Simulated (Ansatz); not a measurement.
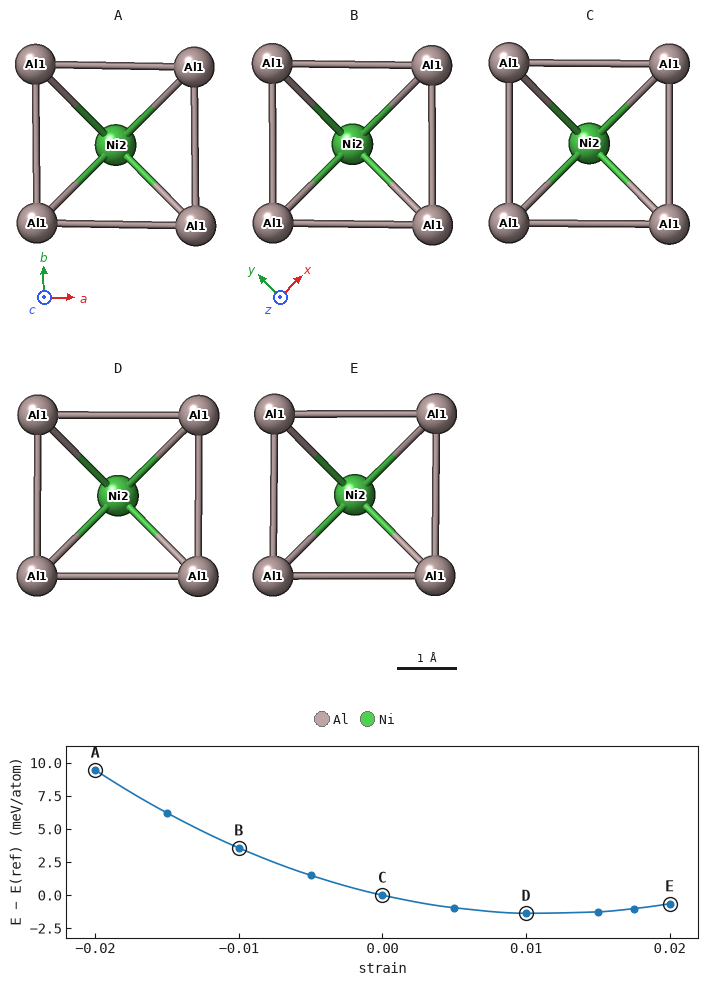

A scan of a crystal of AlNi (Cmmm): the cell is strained along x alone, with the atoms kept at their fractional coordinates. x, y and z are the Cartesian axes of the input. The lettered frames are marked on the plot. The picture is a ball-and-stick view of the cell of the calculation, seen along the c axis.

All numbers below come from Ansatz, DFT PBEsol, scalar-relativistic, plane waves, PAW. (plane-wave cutoff 420 eV; k-point mesh 18 × 18 × 16; occupations gaussian; smearing width 0.15 eV; no spin polarisation). Energies (free energies at the smearing named) are counted from the cell as listed in its source, which wasn't relaxed.

Q: Read off the main features of the energy profile.

A: Of the computed points the lowest is at the strain 0.01, −1.4 meV/atom. The curvature at zero strain, (1/V) d²E/dε², is about 300 GPa; it is C₁₁ with clamped ions. The distortion keeps the space group Cmmm. At the strain −0.02 the cell of the drawing goes a 2.752 → 2.725 Å, b 2.752 → 2.725 Å, γ 90.4° → 91.6°.

The computed points:

| strain | E − E(ref) (meV/atom) |
| --- | --- |
| −0.0200 | 9.5 |
| −0.0150 | 6.2 |
| −0.0100 | 3.6 |
| −0.0050 | 1.5 |
| 0.0000 | 0.0 |
| 0.0050 | −1.0 |
| 0.0100 | −1.4 |
| 0.0150 | −1.3 |
| 0.0175 | −1.0 |
| 0.0200 | −0.7 |
